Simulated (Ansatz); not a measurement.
## A series of single points on Ta

System: Ta (2 atoms in the cell).
Method: DFT LDA, scalar-relativistic, plane waves, PAW, no spin polarisation (Ansatz 0.2.0).

The 9 runs differ only in the geometry, by a strain of the cell at fixed fractional positions. Against run 5, the strain is εzz = η. The structure derives from a Materials Project entry.

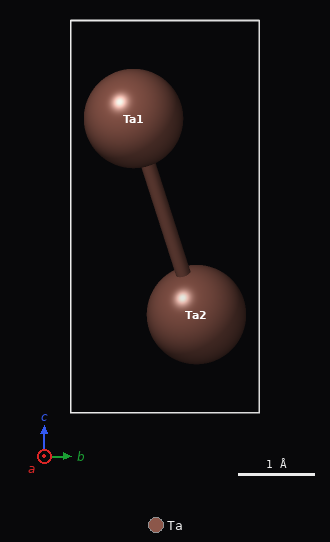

Figure 1. The structure of run 5 (ball-and-stick view of the cell of the calculation, along the a axis; atoms are numbered from 1 in the order of the input).

## Input of run 5
```yaml
crystal:
  lattice:
    - [2.9003720726, 0.0, 0.0]
    - [-1.4501860363, 2.5117958953, 0.0]
    - [0.0, 0.0, 5.21793674]
  atoms:
    - { symbol: Ta, position: [0.6666666667, 0.3333333333, 0.75] }
    - { symbol: Ta, position: [0.3333333333, 0.6666666667, 0.25] }
basis:
  ecutwfc: 420
kpoints:
  mp_grid: { grid: [18, 18, 10] }
hamiltonian:
  xc: lda
scf:
  occupations: { method: gaussian, width: 0.15 }
output:
  forces: true
  stress: true
  eigenvalues: true
```

Lattice vectors (Å) and fractional positions of run 5:
```
   2.900372    0.000000    0.000000
  -1.450186    2.511796    0.000000
   0.000000    0.000000    5.217937
Ta  0.666667  0.333333  0.750000
Ta  0.333333  0.666667  0.250000
```

Run 7 differs from it as follows:
```diff
-    - [0.0, 0.0, 5.21793674]
+    - [0.0, 0.0, 5.32126222]
```

## Results, with one run withheld

```tsv
run	strain parameter η (%)	free energy per atom, from the lowest run given (meV)	pressure (GPa)
1	−4.9505	0.00	−4.79
2	−3.9604	1.32	−6.71
3	−2.9703	6.01	−8.51
4	−1.9802	13.98	−10.19
5	0.0000	39.25	−13.24
6	0.9901	56.26	−14.61
7	1.9802	?	?
8	2.4752	86.73	−16.46
9	2.9703	98.12	−17.04
```

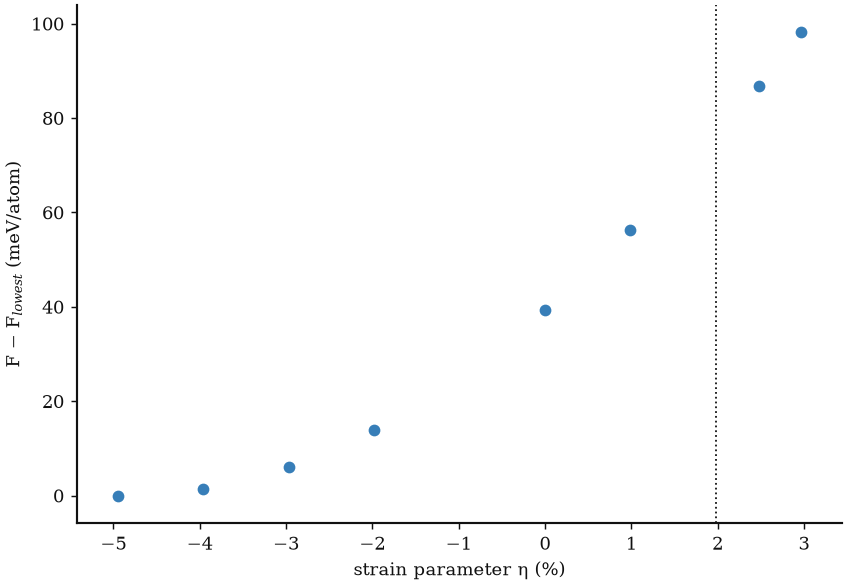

Figure 2. Free energy per atom of the runs given; the dotted line marks run 7.

What should run 7 give?

A cubic polynomial in the coordinate, fitted to the 8 runs given, misses them by at most 0.03 meV per atom. With x = η + 0.9282, it reads F = 25.935 + 12.973 x + 1.5215 x² − 0.025264 x³ (meV per atom). At run 7 it gives 75.91 meV per atom, and the run itself gives 75.94. The fit has its minimum at η = −4.8151 %.

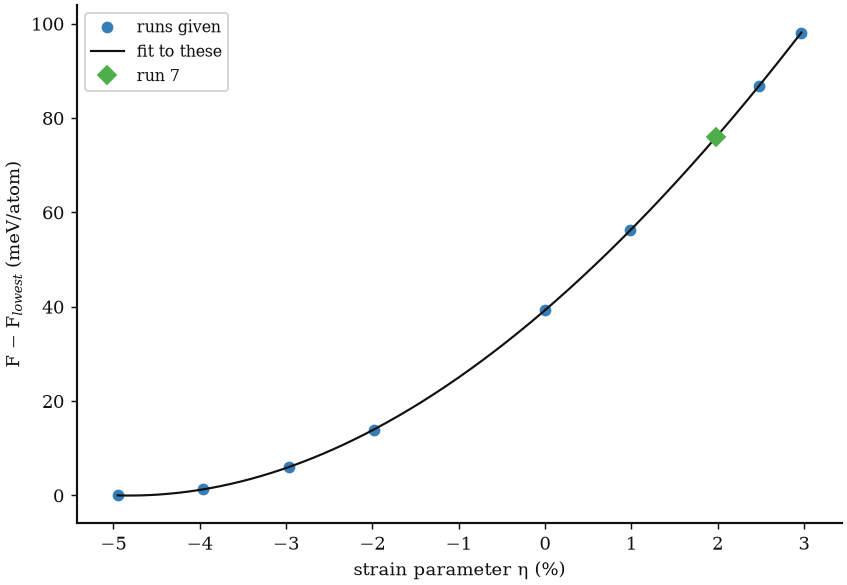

Figure 3. The fit and the withheld run.

## Output, shortened to warnings, some set-up lines, iterations and results (run 7)
```
Basis set: ecut = 420 eV, 749 PW (Γ)
Symmetry: 24 space group operations
k-points: 222 of 3240
Initial density: superposition of atomic densities (neutral atoms: chi_scale 0, normalization atom), corrected by the library's trained network
[...]
SCF iter   1: F=—  HF=-19364.439324 eV  |F-HF|=—  |Δ(HF+E_count)|=         —  Δρ=7.80e-3  dr2=2.37e-2  ethr=1.77e-3  ⟨swp⟩=5.1  Hψ=17002  notcnv=0
SCF iter   2: F=—  HF=-19364.434612 eV  |F-HF|=—  |Δ(HF+E_count)|=   4.71e-3  Δρ=4.94e-3  dr2=1.01e-2  ethr=9.10e-5  ⟨swp⟩=1.0  Hψ=5573  notcnv=0
SCF iter   3: F=—  HF=-19364.431304 eV  |F-HF|=—  |Δ(HF+E_count)|=   3.31e-3  Δρ=5.45e-4  dr2=6.99e-5  ethr=3.88e-5  ⟨swp⟩=2.0  Hψ=4835  notcnv=0
SCF iter   4: F=—  HF=-19364.431283 eV  |F-HF|=—  |Δ(HF+E_count)|=   2.18e-5  Δρ=1.22e-4  dr2=3.07e-6  ethr=2.69e-7  ⟨swp⟩=2.8  Hψ=7006  notcnv=0
SCF iter   5: F=—  HF=-19364.431282 eV  |F-HF|=—  |Δ(HF+E_count)|=   4.56e-7  Δρ=3.39e-5  dr2=2.36e-7  ethr=1.18e-8  ⟨swp⟩=2.0  Hψ=5205  notcnv=0
SCF iter   6: F=-19364.431282 eV  HF=-19364.431282 eV  |F-HF|=8.44e-10  |Δ(HF+E_count)|=   4.61e-8  Δρ=4.19e-6  dr2=3.21e-9  ethr=3.85e-10  ⟨swp⟩=5.1  Hψ=15352  notcnv=0
SCF 1 converged in 6 iterations: F = -19364.431282 eV  dr2 = 3.21e-9
SCF converged after 6 iterations
Free energy (F): -19364.431282 eV
Harris-Foulkes:  -19364.431282 eV  (|F-HF|=8.44e-10)
Internal energy: -19364.400620 eV  (E = F + TS)
E sigma→0 (E₀):  -19364.415951 eV
Entropy (-TS):   -0.030662 eV (-15.331 meV/atom)
Fermi energy:    17.175177 eV
--- Per-component energies (eV) ---
  E_band       = -254.781307
  E_kinetic    = 728.401231
  E_local      = -1204.980305  (includes V_loc(G=0)·N_el)
  E_nonlocal   = 40.182285
  E_hartree    = 411.121825
  E_xc         = -431.718024
  E_vxc        = -405.657845  (∫ρ·V_xc dr)
  E_paw        = -16296.977826  (= ΣΔE_a)
  E_vpaw       = -234.970743  (= ΣTr[D̂ρ^β])
  E_aug_tail   = 0.000278  (compensation charges beyond the density's cutoff)
  E_ewald      = -2610.947890
  E_core_change = 0.517806  (= ΣΔE_core)
  E_smearing   = -0.030662  (= −TS)
  E_closure    = 0.000000  (closes the sum)
  Σ components = -19364.431282   (vs F -19364.431282, Δ=0.00e0)
--- Forces (eV/Å), atoms counted from 1 ---
  atom   1  Ta     0.00000000     0.00000000     0.00000000
  atom   2  Ta    -0.00000000    -0.00000000     0.00000000
  max |Σ_I F_I| component: 3.47e-18 eV/Å
--- Stress (GPa, compression-positive) ---
      -14.883048       0.000000       0.000000
       -0.000000     -14.883048       0.000000
        0.000000       0.000000     -17.846013
  P = ⅓ Tr σ = -15.8707 GPa (-158.707 kbar)
```

Notes: Spin–orbit coupling is left out, which matters for Ta.
